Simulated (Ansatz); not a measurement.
# Single-point calculation of Sn$_{3}$O$_{4}$

System: Sn$_{3}$O$_{4}$ (Pmmm, 14 atoms in the cell).
Method: DFT, PBE, plane waves, PAW, no spin polarisation (Ansatz 0.2.0).

The structure derives from a Materials Project entry. Figures and captions count atoms from 1; the log counts them from 0 in places.

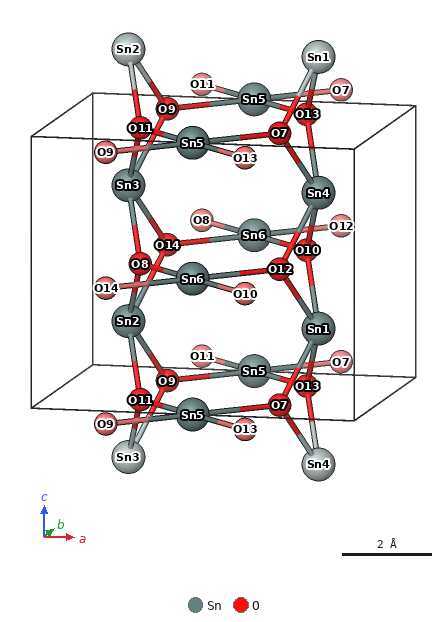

*The structure as given in the input (ball-and-stick view of the cell of the calculation, seen slightly off an axis; neighbours outside the cell are drawn fainter; atoms are numbered from 1 in the order of the input). An atom can appear more than once, as a periodic image.*

**Summary**

- outcome: converged
- space group (tolerance 0.01 Å): Pmmm (47)
- electrons treated: 132
- free energy: −40680.7640 eV
- Fermi energy: 5.565 eV
- gap on the k-point mesh: none (metallic)
- pressure: −5.82 GPa
- largest force (length of the vector): 0.008 eV/Å
- hardware: 4 threads of Intel Xeon @ 2.50GHz (Skylake/Cascade Lake), 189 GiB of memory available, shared host
- wall time: 2.6 min (CPU time 10 min)
- peak memory: 2.3 GiB

Settings chosen away from the usual ones: scf.eigensolver.kind set to davidson; basis.precision set to f64; basis.ecutwfc set to 700 eV (from 420). Warnings of the run: the structure was made exactly symmetric. The cell is under a tension of 5.8 GPa at this level, so it is not at its equilibrium volume.

**The input**
```yaml
crystal:
  lattice:
    - [7.4896884044, 0.0, 0.0076901133]
    - [0.0, 6.0547718214, 0.0]
    - [-0.0063894842, 0.0, 6.2229571814]
  atoms:
    - { symbol: Sn, position: [0.7943914402, 0.5, 0.25] }
    - { symbol: Sn, position: [0.2056085598, 0.5, 0.25] }
    - { symbol: Sn, position: [0.2056085598, 0.5, 0.75] }
    - { symbol: Sn, position: [0.7943914402, 0.5, 0.75] }
    - { symbol: Sn, position: [0.5, 0.0, 0.0] }
    - { symbol: Sn, position: [0.5, 0.0, 0.5] }
    - { symbol: O, position: [0.7156995467, 0.2804961233, 1.0] }
    - { symbol: O, position: [0.2843004533, 0.2804961233, 0.5] }
    - { symbol: O, position: [0.2843004533, 0.7195038767, 0.0] }
    - { symbol: O, position: [0.7156995467, 0.7195038767, 0.5] }
    - { symbol: O, position: [0.2842889572, 0.2804886879, 0.0] }
    - { symbol: O, position: [0.7157110428, 0.2804886879, 0.5] }
    - { symbol: O, position: [0.7157110428, 0.7195113121, 1.0] }
    - { symbol: O, position: [0.2842889572, 0.7195113121, 0.5] }
basis:
  ecutwfc: "700 eV"
  precision: f64
kpoints:
  mp_grid: { grid: [6, 6, 6] }
hamiltonian:
  xc: pbe
scf:
  occupations: { method: gaussian, width: 0.1 }
  eigensolver: { kind: davidson }
output:
  forces: true
  eigenvalues: true
  stress: true
```

Launch command:
```bash
ansatz run input.yaml --threads 4 --pin off --max-ram 10240MiB --backend cpu --events-out ev --progress --plain --runs-dir out
```

**What the program printed**
```
Warning: the atoms were moved onto the symmetric positions of the space group found under crystal.symmetry.tolerance 1.0e-5 (fractional; no operation is sought that the atoms, as they stand in a round, miss by more than twice it, and no atom is moved by as much as it), and the run uses the moved positions. Before a round's move an operation carried an atom to 9.72e-5 Å from where it should land, the largest such distance. Atom 6 (counting from 0) moved farthest, by 4.86e-5 Å; the longest move in fractions of the cell, of whichever atom, is 0.68 of the tolerance, in 1 round. To run the atoms as typed, lower crystal.symmetry.tolerance until the operations that they miss are no longer found, or set crystal.symmetry.detect: false (a key that needs symmetry detection or time reversal refuses this as the deck is read). The positions used, in the order of the run's atom list: position: [0.7943914402, 0.5, 0.25]; position: [0.2056085598, 0.5, 0.25]; position: [0.2056085598, 0.5, 0.75]; position: [0.7943914402, 0.5, 0.75]; position: [0.5, 0.0, 0.0]; position: [0.5, 0.0, 0.5]; position: [0.71570529475, 0.2804924056, 1.0]; position: [0.28429470525, 0.2804924056, 0.5]; position: [0.28429470525, 0.7195075944, 0.0]; position: [0.71570529475, 0.7195075944, 0.5]; position: [0.28429470525, 0.2804924056, 0.0]; position: [0.71570529475, 0.2804924056, 0.5]; position: [0.71570529475, 0.7195075944, 1.0]; position: [0.28429470525, 0.7195075944, 0.5]; The lattice was moved too: crystal.lattice keeps the space group found at crystal.symmetry.tolerance 1.0e-5 only nearly: the operation that it misses by the most changes a squared length by the fraction 2.71e-12. The run uses the lattice that is a stretch of the typed one, with no rotation, onto the one that keeps every operation to a double's rounding (on a very oblique basis the stretch itself rounds by more); the deck's lattice vector that moved farthest moved by 5.08e-12 Å. To run the lattice as typed, set crystal.symmetry.detect: false, as for the atoms. crystal.lattice made exact, in Å and degrees: [[7.489688404400005, 1.1271361614156757e-27, 0.0076901132949238294], [9.111911619240015e-28, 6.0547718214, 1.8711514482115643e-30], [-0.0063894842042176376, 9.615645282065058e-31, 6.2229571813999955]]. Pasted over the deck's crystal.lattice, beside positions in fractional coordinates, it runs the same cell (given as lengths and angles, that cell in the form's own orientation, a rigid turn of the misfit's size from the one run here, for which a checkpoint.post_process_only pass over this run's state can be refused: where this run relaxes nothing, give such a pass this deck's own crystal.lattice, as typed; behind a relaxation, as crystal.lattice, the state's own cell, identity.cell in its checkpoint.json), and a matrix so pasted ends this notice, except on a very skew basis of the lattice, where the rounding of the pasted numbers themselves can read as a misfit: the cell is then moved again, and that move is told again. The lattice as run is in this notice's lattice.as_run_ang field (Run.prep()["deck_notices"] in Python, the deck_notice line of an events file, deck_notices of ansatz run --dry-run=json, or deck_notices in record.json in the deck's checkpoint.write directory).
Engine: ansatz 0.2.0, x86_64-unknown-linux-gnu
Pseudopotentials: kind: paw
Pseudopotential: Sn, paw, valence charge 14, recommended cutoff 420 eV (normal), Sn.paw.azcp
Pseudopotential: O, paw, valence charge 6, recommended cutoff 420 eV (normal), O.paw.azcp
Functional definition: PBE
  parameter kappa = 0.804
  parameter beta = 0.06672455060314922
  exchange = pbe_x(kappa = kappa, mu = beta*pi^2/3)
  correlation = pbe_c(beta = beta)
Crystal: 14 atoms, lattice volume = 282.201 Å³
Basis set: ecut = 700 eV, 11853 PW (Γ), exchange–correlation on 144×108×108 points (8 copies of the dense FFT grid, shifted against one another)
Bands: 80, of which v1, the nominal top of the filled ones, is band 66 counted from 1 (65 counted from 0)
Symmetry: 16 space group operations
Space group: Pmmm (ITA 47), of the structure as read, at distance tolerance 6.6e-5 Å
k-points: 64 of 216
Non-local potential: Sn, projectors of the file, l = 0: 2, l = 1: 2, l = 2: 2, l = 3: 2
Non-local potential: O, projectors of the file, l = 0: 2, l = 1: 2, l = 2: 1
PAW form: soft (Blöchl's): semilocal exchange-correlation on the pseudo side does not see the compensation charge
PAW one-centre angular grid: Sn, 590 points (default); XC on 64 Gauss nodes
PAW one-centre angular grid: O, 110 points (default); XC on 64 Gauss nodes
Initial density: superposition of atomic densities (neutral atoms: chi_scale 0, normalization atom), corrected by the library's trained network
Initial wavefunctions: pseudopotential atomic-orbital guess
Functional: x = pbe(κ = 0.804, μ = 0.2195149727645171), c = pbe(β = 0.06672455060314922)
SCF iter   1: F=—  HF=-40680.761819 eV  |F-HF|=—  |Δ(HF+E_count)|=         —  Δρ=3.76e-3  dr2=2.99e-2  ethr=1.77e-3  ⟨swp⟩=9.0  Hψ=22936  notcnv=2
preconditioner: auto → none  [metal: Δε(μ)=0.052 eV  Ē_g=17.448 eV  σ=0.100 eV  W_gap=0.29  n_scr=64 (ndim 8)  ℏωp=25.4 eV  f_vac=0.191  D(μ)=0.94/eV (n_scr^D=0)  sad-step TF]
SCF iter   2: F=—  HF=-40680.765182 eV  |F-HF|=—  |Δ(HF+E_count)|=   3.36e-3  Δρ=2.24e-3  dr2=1.30e-2  ethr=2.27e-5  ⟨swp⟩=6.3  Hψ=14413  notcnv=0  defer=25
SCF iter   3: F=—  HF=-40680.764407 eV  |F-HF|=—  |Δ(HF+E_count)|=   7.76e-4  Δρ=9.48e-4  dr2=3.21e-3  ethr=9.82e-6  ⟨swp⟩=3.8  Hψ=11515  notcnv=0  defer=16
SCF iter   4: F=—  HF=-40680.763790 eV  |F-HF|=—  |Δ(HF+E_count)|=   6.16e-4  Δρ=5.21e-4  dr2=6.41e-4  ethr=2.43e-6  ⟨swp⟩=4.5  Hψ=12376  notcnv=0  defer=9
iter 5 solved again at ethr=2.88e-8 eV; its pass at ethr=4.86e-7 eV (dr2=3.81e-5 eV) is discarded
SCF iter   5: F=—  HF=-40680.763688 eV  |F-HF|=—  |Δ(HF+E_count)|=   1.02e-4  Δρ=9.78e-5  dr2=5.20e-5  ethr=2.88e-8  ⟨swp⟩=4.1  Hψ=24872  notcnv=0  defer=1
eigensolver tolerance schedule calibrated: the retry pair's looser diagonalisation under-reported the residual by θ = 0.27 (0.22/decade); ethr = c·dr2/N_el runs at the constant in force after the calibration composes with the one it found (an armed cap, an earlier calibration), c = 2.1e-2
SCF iter   6: F=—  HF=-40680.763962 eV  |F-HF|=—  |Δ(HF+E_count)|=   2.74e-4  Δρ=3.68e-5  dr2=6.44e-6  ethr=8.24e-9  ⟨swp⟩=4.4  Hψ=14687  notcnv=0  defer=1
SCF iter   7: F=—  HF=-40680.763963 eV  |F-HF|=—  |Δ(HF+E_count)|=   7.96e-7  Δρ=1.48e-5  dr2=7.09e-7  ethr=1.02e-9  ⟨swp⟩=4.9  Hψ=14481  notcnv=0  defer=3
SCF iter   8: F=-40680.763964 eV  HF=-40680.763964 eV  |F-HF|=9.92e-8  |Δ(HF+E_count)|=   3.75e-7  Δρ=6.33e-6  dr2=7.40e-8  ethr=1.12e-10  ⟨swp⟩=4.1  Hψ=14750  notcnv=0  defer=2
the search or the solves at the SCF's close seem to have found levels that the self-consistency loop had missed (the run counts 2). By its estimate they hold under 1e-12 electrons; where the run keeps them, the occupations were computed again with them
SCF 1 converged in 8 iterations: F = -40680.763964 eV  dr2 = 7.40e-8
  Residual-converged pass: ⟨swp⟩=3.7  Hψ=10843  notcnv=0  max |occ|·‖R‖ = 6.7e-6 eV (tolerance 6.7e-6 eV)  dr2=7.29e-8  dr2_onsite=1.08e-8  max |Δocc| = 7.8e-9
  greatest PAW one-centre occupation: 0.995 electrons in one spin orbital (limit 2), on the Sn atom at site 3 (counted from 0), in its partial waves of l = 2
SCF converged after 8 iterations
Free energy (F): -40680.763964 eV
Harris-Foulkes:  -40680.763964 eV  (|F-HF|=9.92e-8)
Internal energy: -40680.759132 eV  (E = F + TS)
E sigma→0 (E₀):  -40680.761548 eV
Entropy (-TS):   -0.004831 eV (-0.345 meV/atom)
Fermi energy:    5.564729 eV
--- Per-component energies (eV) ---
  E_band       = -985.064130
  E_kinetic    = 2499.884674
  E_local      = -11591.658220  (includes V_loc(G=0)·N_el)
  E_nonlocal   = 198.174814
  E_hartree    = 5837.826126
  E_xc         = -2868.721605
  E_vxc        = -1309.202965  (∫ρ·V_xc dr)
  E_paw        = -26108.084044  (= ΣΔE_a)
  E_vpaw       = -2457.907103  (= ΣTr[D̂ρ^β])
  E_aug_tail   = 0.001864  (compensation charges beyond the density's cutoff)
  E_ewald      = -8648.182740
  E_smearing   = -0.004831  (= −TS)
  E_closure    = -0.000000  (closes the sum)
  Σ components = -40680.763964   (vs F -40680.763964, Δ=0.00e0)
--- Forces (eV/Å), atoms counted from 1 ---
  atom   1  Sn    -0.00750389    -0.00000000    -0.00000770
  atom   2  Sn     0.00750389     0.00000000     0.00000770
  atom   3  Sn     0.00750389     0.00000000     0.00000770
  atom   4  Sn    -0.00750389    -0.00000000    -0.00000770
  atom   5  Sn    -0.00000000    -0.00000000     0.00000000
  atom   6  Sn    -0.00000000     0.00000000    -0.00000000
  atom   7  O      0.00270345    -0.00147776     0.00000278
  atom   8  O     -0.00270345    -0.00147776    -0.00000278
  atom   9  O     -0.00270345     0.00147776    -0.00000278
  atom  10  O      0.00270345     0.00147776     0.00000278
  atom  11  O     -0.00270345    -0.00147776    -0.00000278
  atom  12  O      0.00270345    -0.00147776     0.00000278
  atom  13  O      0.00270345     0.00147776     0.00000278
  atom  14  O     -0.00270345     0.00147776    -0.00000278
  max |Σ_I F_I| component: 6.94e-18 eV/Å
--- Stress (GPa, compression-positive) ---
       -5.766375       0.000000       0.000081
        0.000000      -5.836123       0.000000
        0.000081       0.000000      -5.845617
  P = ⅓ Tr σ = -5.8160 GPa (-58.160 kbar)
--- Band table (eV; the first three rows and the last of 64) ---
  k-point 0: bands = ["-15.9139", "-15.8945", "-15.8102", "-15.7205", "-15.6058", "-15.5389", "-15.4924", "-15.4792", "-15.4783", "-15.4154", "-15.4119", "-15.3704", "-15.3613", "-15.3518", "-15.3502", "-15.3448", "-15.3263", "-15.3228", "-15.3173", "-15.2370", "-15.2129", "-15.2113", "-15.2055", "-15.1935", "-15.1906", "-15.1652", "-15.1545", "-15.1055", "-15.0963", "-15.0353", "-12.4203", "-12.2197", "-11.8578", "-11.7637", "-11.5939", "-11.3246", "-10.6317", "-10.3991", "-2.9087", "-1.9516", "-1.1730", "-0.8374", "-0.7777", "0.3624", "0.5309", "1.1387", "1.3757", "1.5279", "1.6510", "2.5388", "2.7357", "2.8864", "2.9582", "2.9593", "3.0667", "3.4802", "3.7359", "3.7784", "3.9081", "3.9575", "4.1620", "4.4178", "4.4754", "4.6519", "5.0033", "5.4613", "5.7599", "5.9111", "8.1715", "8.4871", "8.5581", "9.5807", "9.7423", "10.8722", "11.0151", "11.5603", "11.6389", "12.1374", "12.1455", "12.2798"]
  k-point 1: bands = ["-15.8866", "-15.8664", "-15.7856", "-15.6928", "-15.6016", "-15.5319", "-15.5045", "-15.5031", "-15.4826", "-15.4167", "-15.4052", "-15.3839", "-15.3752", "-15.3632", "-15.3589", "-15.3493", "-15.3318", "-15.3311", "-15.2976", "-15.2332", "-15.2317", "-15.2213", "-15.2135", "-15.1943", "-15.1872", "-15.1644", "-15.1552", "-15.1120", "-15.1030", "-15.0540", "-12.3871", "-12.1921", "-11.9011", "-11.7980", "-11.5266", "-11.2606", "-10.6950", "-10.4605", "-2.8329", "-1.8974", "-1.0809", "-0.9291", "-0.7634", "0.2979", "0.5625", "1.2693", "1.5072", "1.5775", "1.6485", "2.4824", "2.5451", "2.7301", "2.7940", "2.9545", "3.1118", "3.6639", "3.6982", "3.7271", "3.7737", "3.7978", "4.1787", "4.2299", "4.4001", "4.4883", "4.6398", "5.7081", "6.2276", "6.5050", "8.1497", "8.7099", "8.7376", "9.5906", "9.8911", "10.8427", "10.8676", "11.4407", "11.6680", "12.1385", "12.2965", "12.3777"]
  k-point 2: bands = ["-15.8099", "-15.7874", "-15.7220", "-15.6204", "-15.6049", "-15.5843", "-15.5642", "-15.5199", "-15.4827", "-15.4198", "-15.4186", "-15.4115", "-15.3825", "-15.3725", "-15.3680", "-15.3582", "-15.3482", "-15.3362", "-15.2866", "-15.2788", "-15.2458", "-15.2240", "-15.2153", "-15.1780", "-15.1696", "-15.1623", "-15.1572", "-15.1299", "-15.1211", "-15.1052", "-12.2937", "-12.1151", "-12.0144", "-11.8884", "-11.3459", "-11.0883", "-10.8678", "-10.6279", "-2.6132", "-1.9615", "-0.8842", "-0.8820", "-0.7370", "0.0194", "0.7264", "1.6077", "1.7079", "1.7562", "1.8391", "1.8734", "2.3675", "2.4839", "2.7805", "2.8261", "3.0952", "3.2355", "3.3737", "3.5263", "3.5902", "3.6020", "4.2244", "4.3522", "4.5207", "4.5455", "4.6073", "5.5239", "6.8800", "7.9026", "7.9765", "9.0438", "9.3538", "9.6354", "10.3293", "10.6716", "10.8260", "10.9231", "11.2629", "11.7477", "12.0440", "12.3429"]
  k-point 63: bands = ["-15.6807", "-15.6807", "-15.6727", "-15.6727", "-15.6585", "-15.6585", "-15.5454", "-15.5454", "-15.4575", "-15.4575", "-15.4199", "-15.4199", "-15.3725", "-15.3725", "-15.3725", "-15.3725", "-15.3431", "-15.3431", "-15.3195", "-15.3195", "-15.2486", "-15.2486", "-15.1678", "-15.1678", "-15.1570", "-15.1570", "-15.1540", "-15.1540", "-15.1461", "-15.1461", "-12.0598", "-12.0598", "-11.8769", "-11.8769", "-11.1761", "-11.1761", "-11.0745", "-11.0745", "-1.3853", "-1.3853", "-0.8649", "-0.8649", "-0.7518", "-0.7518", "1.0447", "1.0447", "1.4975", "1.4975", "1.9909", "1.9909", "2.0844", "2.0844", "2.6015", "2.6015", "2.8005", "2.8005", "2.8118", "2.8118", "3.9093", "3.9093", "4.0587", "4.0587", "5.0102", "5.0102", "5.4181", "5.4181", "7.4913", "7.4913", "9.6201", "9.6201", "10.0204", "10.0204", "10.3759", "10.3759", "10.4558", "10.4558", "11.3130", "11.3130", "11.3219", "11.3219"]
```

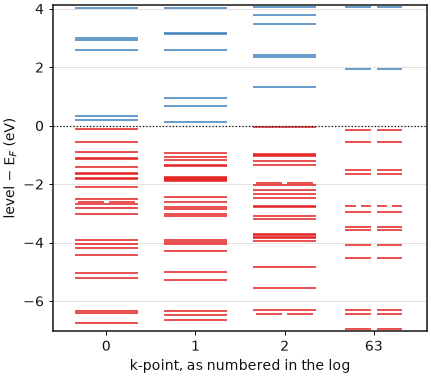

*Kohn–Sham levels near the Fermi level (dotted) at the few k-points that the log prints; levels within 0.02 eV of each other stand side by side.*

The system is metallic on the full mesh.
